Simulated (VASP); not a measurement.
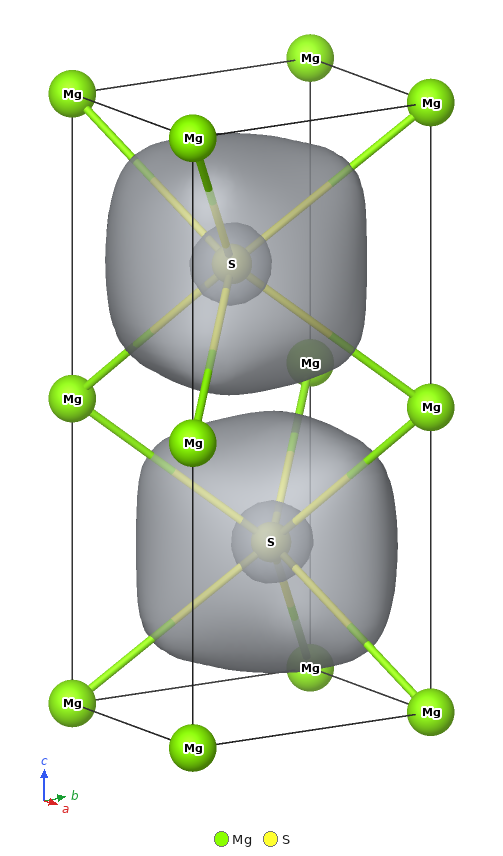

MgS. Isosurface of the electron localisation function at 0.65 (grey), seen at an oblique angle. Only the valence region is drawn (cores and ρ < 0.01 e/Å³ removed). Sticks mark near contacts.

Space group P6₃/mmc; a generated structure, not necessarily the stable one.

Level of theory: VASP, Kohn-Sham DFT of a periodic cell, PBE, VASP PAW PBE potentials, recommended.

```yaml
crystal:
  lattice:
    - [3.66590, 0.00000, 0.00000]
    - [-1.83295, 3.17476, 0.00000]
    - [0.00000, 0.00000, 6.17897]
  atoms:
    - { symbol: Mg, position: [0.00000, 0.00000, 0.00000] }
    - { symbol: Mg, position: [0.00000, 0.00000, 0.50000] }
    - { symbol: S, position: [0.33333, 0.66667, 0.25000] }
    - { symbol: S, position: [0.66667, 0.33333, 0.75000] }
```

**Identify the bonds, lone pairs and shells in this picture.**

The surface consists of two regions wrapped around S (the valence shell of each), counted in one cell of 4 atoms. Regions shared between cells count once.

Values along the shortest contacts:
Mg–S (2.62 Å): the ELF peaks at about 0.90 in the valence shell of S, 0.9 Å from its nucleus, and falls to about 0.30 next to Mg (a largely ionic contact).

**Does the calculation make it a metal, or give it a gap?**

It is gapped, with a Kohn–Sham gap of 3.4 eV on the k-point mesh (the band edges may lie off the mesh, which would make the gap smaller).
